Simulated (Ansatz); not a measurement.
Si

The calculation's input:

```
crystal:
  lattice:
    - [4.1378228574, 0.0, 0.0]
    - [-2.0689114287, 3.5834597108, 0.0]
    - [0.0, 0.0, 6.8392317602]
  atoms:
    - { symbol: Si, position: [0.3333333333, 0.6666666667, 0.0630095] }
    - { symbol: Si, position: [0.6666666667, 0.3333333333, 0.5630095] }
    - { symbol: Si, position: [0.3333333333, 0.6666666667, 0.4369905] }
    - { symbol: Si, position: [0.6666666667, 0.3333333333, 0.9369905] }
basis:
  ecutwfc: 500
kpoints:
  mp_grid: { grid: [12, 12, 6] }
hamiltonian:
  xc: r2scan
scf:
  occupations: { method: gaussian, width: 0.05 }
output:
  forces: true
  stress: true
  eigenvalues: true
  write_density: true
  write_potential: true
  elf: true
  volumetric_format: npy
```

Run with:

```sh
ansatz run input.yaml --threads 1 --pin off --max-ram 2560MiB --backend cpu --events-out ev --progress --plain --runs-dir out
```

Below, planes, directions and counts refer to the conventional cell (a = 4.14 Å, b = 4.14 Å, c = 6.84 Å, α = 90.00°, β = 90.00°, γ = 120.00°).

Space group P6₃/mmc; a structure from a database of computed crystals, not necessarily the ambient phase; changed on purpose from its base cell (strain +0.080 along x and y, +0.080 along z, atoms carried along); computed pressure about −13 GPa in this cell.

All numbers below come from DFT r2SCAN, scalar-relativistic, plane waves, PAW in Ansatz.

In a PAW calculation such maps are meaningful between the atoms, not at the nuclei.

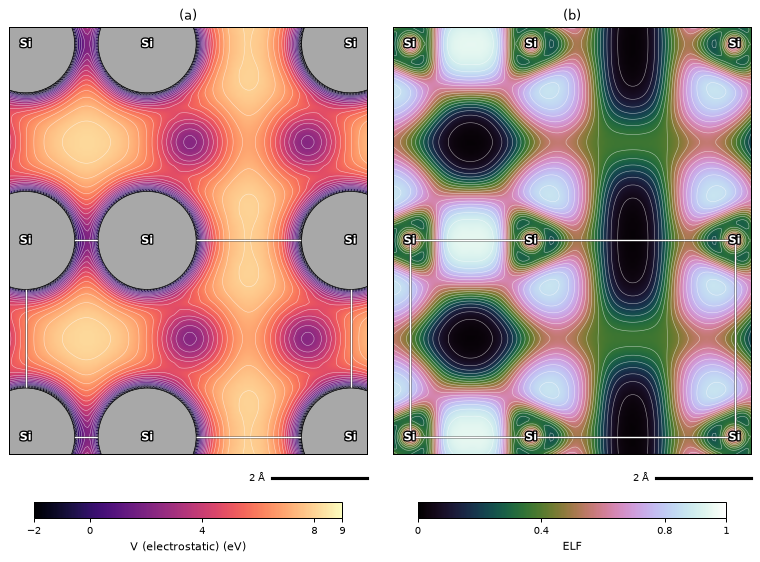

Figure 1. (a) electrostatic potential (local pseudopotential plus Hartree) felt by an electron; (b) ELF on the (11̄0) plane of the conventional cell. Grey discs cover the atomic cores in the potential map.

### What does the map show?

- The section cuts through Si sites.
- Si–Si (2.56 Å): the ELF peaks at about 0.95 between the atoms.
- Outside the cores the potential energy rises away from the atoms and is highest about 2.4 Å from the nearest atoms; its zero is arbitrary.

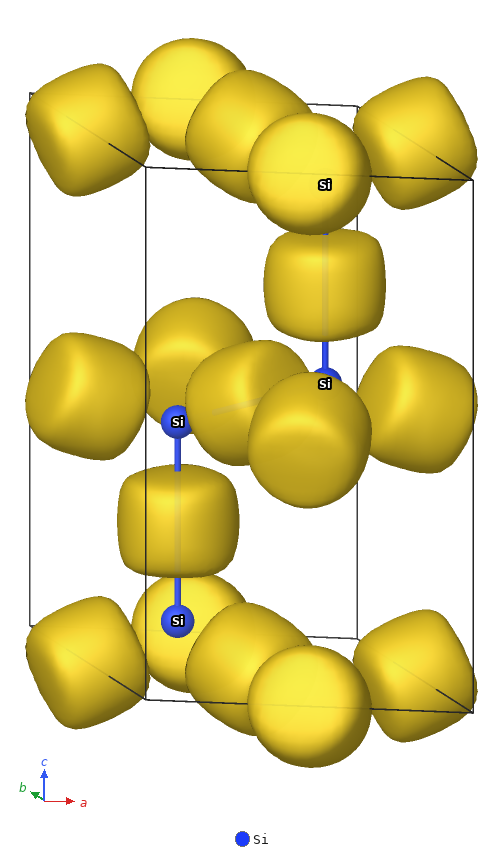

Figure 2. Isosurface of the ELF at 0.75 (yellow), seen slightly off an axis. Core shells and regions of very low density are left out. Sticks mark near contacts.

### Identify the bonds, lone pairs and shells in this picture.

The surface consists of eight regions between bonded Si–Si atoms (shared pairs), counted in one cell of 4 atoms. Regions shared between cells count once. Profiles from the grid: Si–Si (2.54 Å): the ELF peaks at about 0.95 between the atoms, as expected for a shared electron pair.

### Metal or insulator at this level of theory?

It is gapped, with a Kohn–Sham gap of 0.69 eV on the k-point mesh, an upper bound to the gap of this method.
